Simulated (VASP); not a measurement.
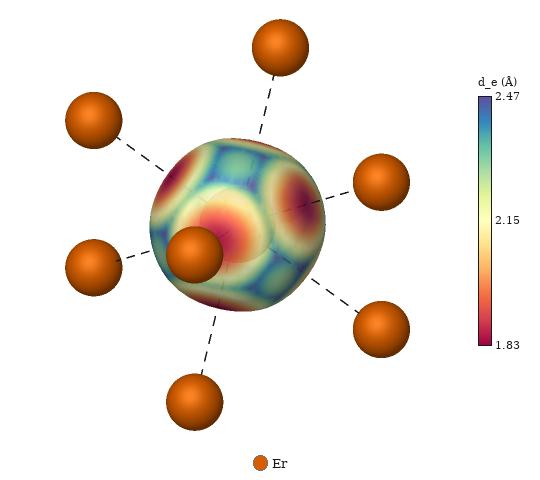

Hirshfeld surface computed for one Er atom in Er (Im-3m), coloured by d_e. Dashed lines lead to the closest neighbours outside.

The surface is where the fragment's share of the procrystal density (the sum of the densities of spherically averaged neutral Hartree-Fock atoms) equals one half. d_i and d_e are the distances from the surface to the nearest nucleus inside and outside. From Rb on the atoms have core potentials, so only their outer electrons count.

Source of the atomic positions: a cell listed in the Materials Project, as set up for an electronic-structure calculation.

```
CELL_PARAMETERS angstrom
3.95588 0.00000 0.00000
0.00000 3.95588 0.00000
0.00000 0.00000 3.95588
ATOMIC_POSITIONS crystal
Er 0.00000 0.00000 0.00000
Er 0.50000 0.50000 0.50000
```

Q: What is the shortest distance from the fragment to an atom outside it?

A: Er–Er, 3.43 Å.

Q: How is the surface shared among contacts (nearest atom inside ··· nearest atom outside)?

A: Er···Er 100 %. The surface faces 14 neighbours with more than 2 % of its area each: 14 Er.

Q: Give the size and shape of the surface.

A: It encloses about 18.2 Å³, has an area of about 33 Å² and a globularity of 1.00 (1 for a sphere).
